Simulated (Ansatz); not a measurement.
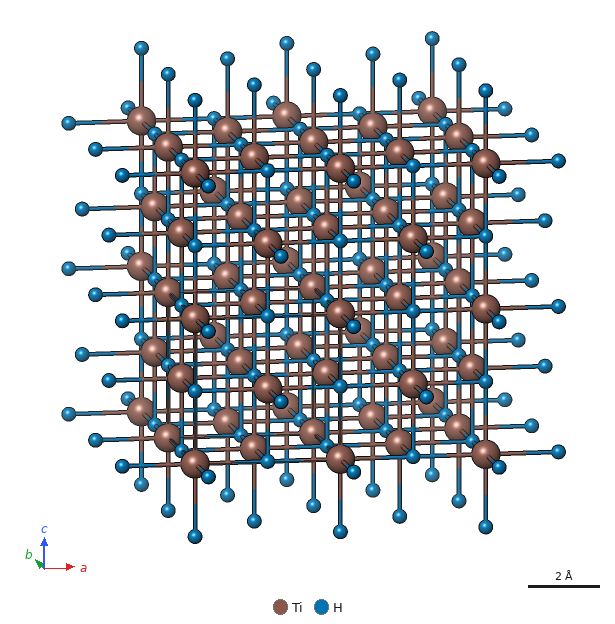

The image is a ball-and-stick drawing of a crystal, viewed slightly off an axis. The structure is repeated 2×2×2 times; solid lines mark one conventional unit cell. Some neighbours outside the box are added.

The solid is TiH. Its lattice is face-centred cubic, its space group Fm-3m (No. 225). Its structure type: rock salt (NaCl type). With Z = 4, the cell contains 4 Ti, 4 H. The Ti atoms are each bonded to six H in an octahedral arrangement at about 2.1 Å. The coordination shell of H holds six Ti in an octahedral arrangement at about 2.1 Å. Not all metal-metal contacts are counted. The bonds build a three-dimensional framework.

The structure was taken from a structure listed in the Materials Project. Earlier steps of the study may have refined or changed the cell and positions. Ansatz was used for an electronic-structure calculation on it.

At this level of theory the cell isn't at rest (stretched, at -8 GPa), so its distances can differ from those at equilibrium, the more so the softer the solid.
